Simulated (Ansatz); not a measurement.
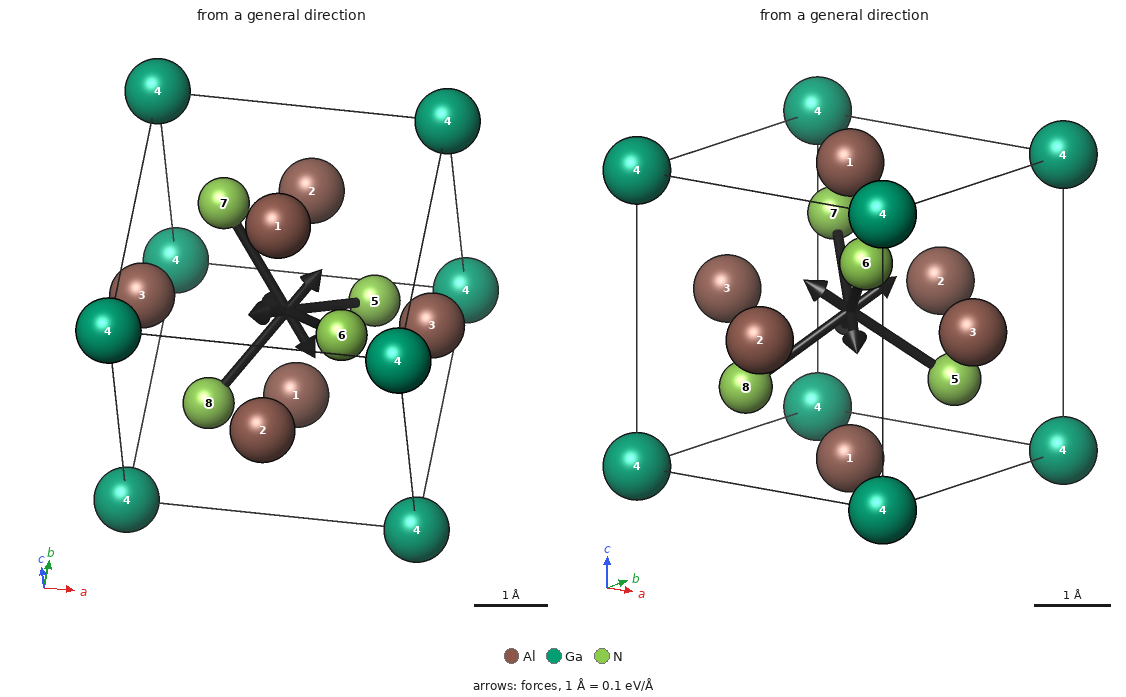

Spheres-only model, viewed from two general directions. The simulation cell is drawn as a box. The arrows are the computed forces on the atoms.

System: Al3GaN4. Electronic-structure method: DFT PBEsol, scalar-relativistic, plane waves, PAW (Ansatz). Parameters: a 420 eV plane-wave basis, a 6×6×6 k-point grid, Gaussian smearing of 0.05 eV, no spin polarisation.

### Has this structure been optimised to equilibrium?

No. The atoms still feel forces of up to about 0.22 eV/Å, far above a usual threshold of 0.01 to 0.03 eV/Å.

### Where is the maximum force, and how large is it?

All N atoms, about 0.22 eV/Å.

The structure comes from a structure listed in the Materials Project. The cell was then strained or its atoms displaced on purpose. It was run through Ansatz as a DFT input.
